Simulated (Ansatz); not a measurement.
## STM study: CaSe(100) (Fm-3m bulk, 4 atomic planes (those closer than 0.6 Å count as one), 9 Å, CaSe-terminated)

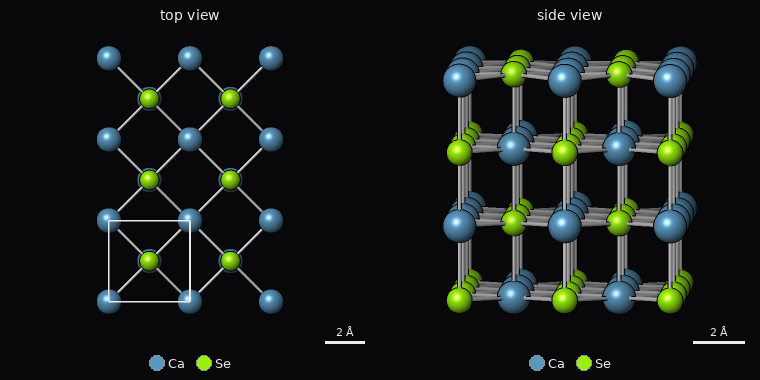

The relaxed structure from above and from the side.

Theory: Ansatz, DFT PBEsol, scalar-relativistic, plane waves, PAW. Cutoff 420 eV, 14 × 14 k-points, Gaussian smearing 0.05 eV, dipole correction. The slab is a cut without reconstruction beyond its cell, at the source's lattice constants, with its lower half held fixed and the rest relaxed. No spin polarisation.

Images follow the Tersoff–Hamann model: the current is the local density of the sample's states between the Fermi level and the bias, at the tip's centre. Zero bias is put in the middle of the gap by convention. Bias windows are sharp sums over the levels of the k mesh.

```xyz
8
Lattice="4.1804 0.0000 0.0000 0.0000 4.1804 0.0000 0.0000 0.0000 28.8680" Properties=species:S:1:pos:R:3 pbc="T T T"
Ca    2.0902    2.0902   10.0000
Se    0.0000    0.0000   10.0000
Ca    0.0000    0.0000   12.9560
Se    2.0902    2.0902   12.9560
Ca    2.0902    2.0902   15.9076
Se    0.0000    0.0000   15.8716
Ca    0.0000    0.0000   18.7305
Se    2.0902    2.0902   18.8640
```

The last single point, restarted from the relaxation's density, took 4.5 min on 1 thread of Arm Neoverse N1, on a shared host, peak memory 1 GiB.

Part 1: One image

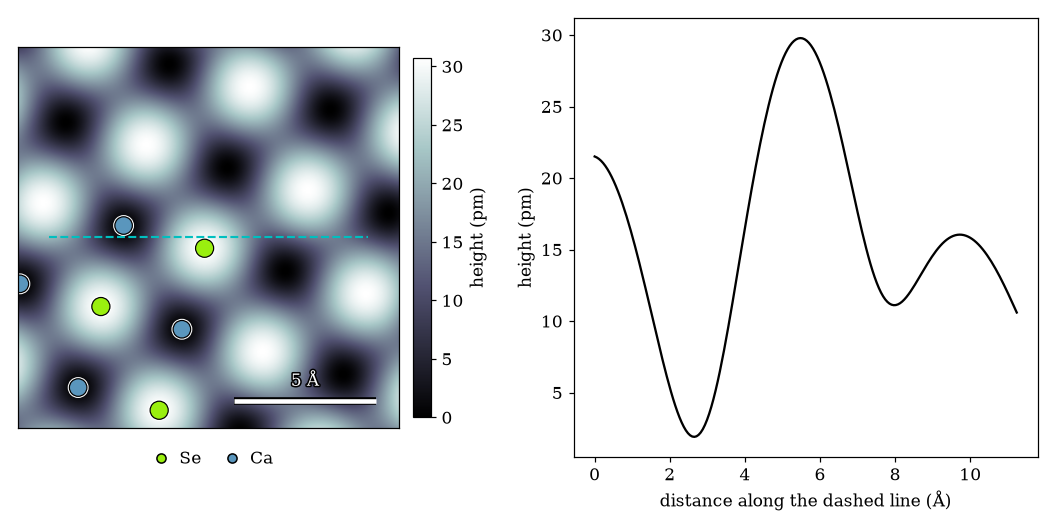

Constant-current image at a set point of 3.1 × 10⁻⁶ e/Å³ of this surface, sample bias −3.05 V. The atoms seen from above are drawn over one corner (deeper ones smaller). The right panel is the profile along the dashed line.

> Assign the bright and dark features to the surface structure.

The brightest spots lie over the top Se atoms; the darkest points are over the top Ca atoms. The corrugation is 31 pm at a mean tip height of 5.0 Å.

Part 2: Approach curves

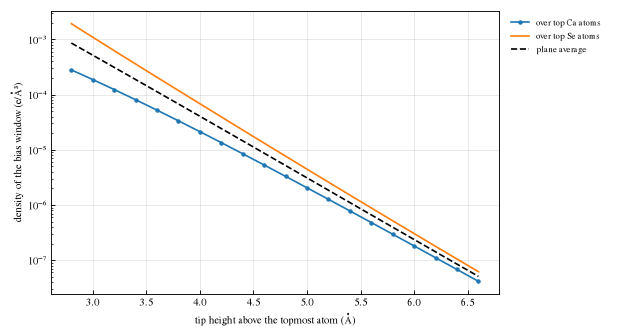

Approach curves over this surface at a sample bias of −3.05 V.

> Estimate the decay constant and the apparent barrier, and compare with the vacuum level, which the run puts 3.75 eV above zero bias.

Near 4 Å the plane average falls as exp(−2.56 z/Å), a factor of 13 per ångström, which gives an apparent barrier of 6.3 eV (0.952 eV Å² times the slope squared). The highest filled states lie 4.80 eV under the vacuum level. The apparent barrier is above 4.80 eV. At 4 Å the 0.25 eV of states nearest the highest filled state carry under 1 % of the density, so deeper states, or ones away from the zone centre, set the barrier.

Part 3: States by depth

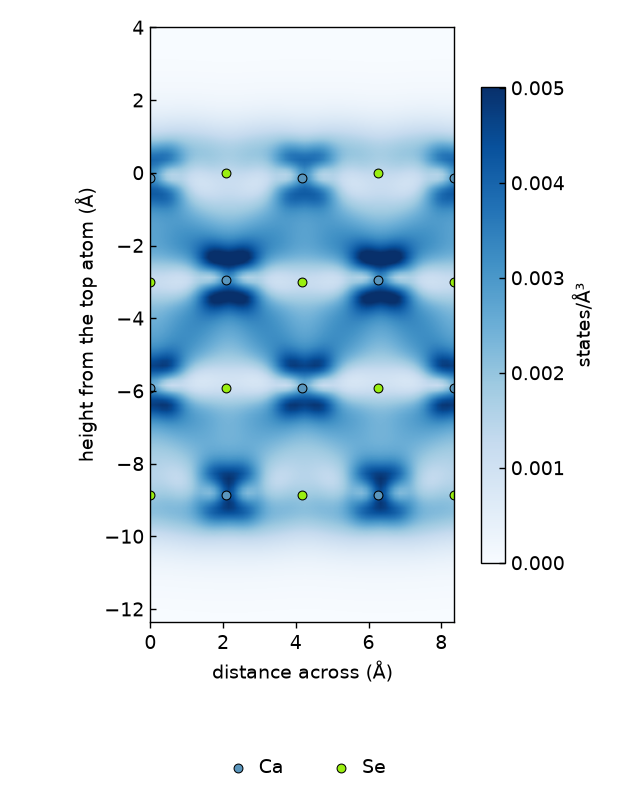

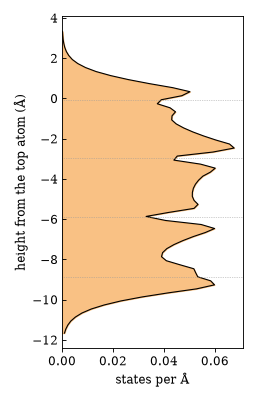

Density of all states between +1.30 and +1.65 eV (zero: the middle of the gap) of this surface: side view, averaged along the second cell vector, and the full density summed over planes, the part near the nuclei included (dotted lines mark the atomic planes).

The first picture shows the smooth PAW orbitals' density alone, which lacks about 8 % of these states' charge, near the nuclei; the shares below count all of it.

> How is this energy window spread over the atomic planes?

The window holds 0.56 states per cell. Shares by plane (space cut midway between planes), top to bottom: CaSe 21 %, CaSe 30 %, CaSe 25 %, CaSe 24 %; the outer planes' shares include the vacuum, and density in a gap between layers is shared out between the planes on either side.

Part 4: Bias series

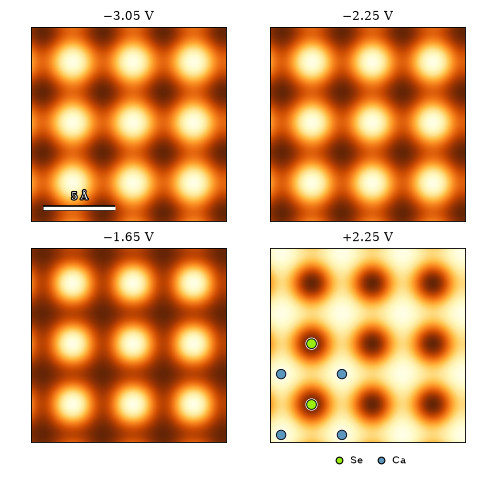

Constant-height images of this surface at 4 sample biases, each on its own colour scale; the last has the atoms seen from above drawn over one corner (deeper ones smaller).

> How do the images change with bias?

```csv
bias,height (Å),bright/dark,brightest over
−3.05 V,4.5,2.6,top Se atoms
−2.25 V,4.5,3,top Se atoms
−1.65 V,4.5,2.3,top Se atoms
+2.25 V,4.5,1.2,top Ca atoms
```

The weakest contrasts here depend on the k mesh and on the tip.

On its k mesh the slab has a gap of 2.10 eV, inside which this model gives no current; semilocal functionals usually make such gaps too small.
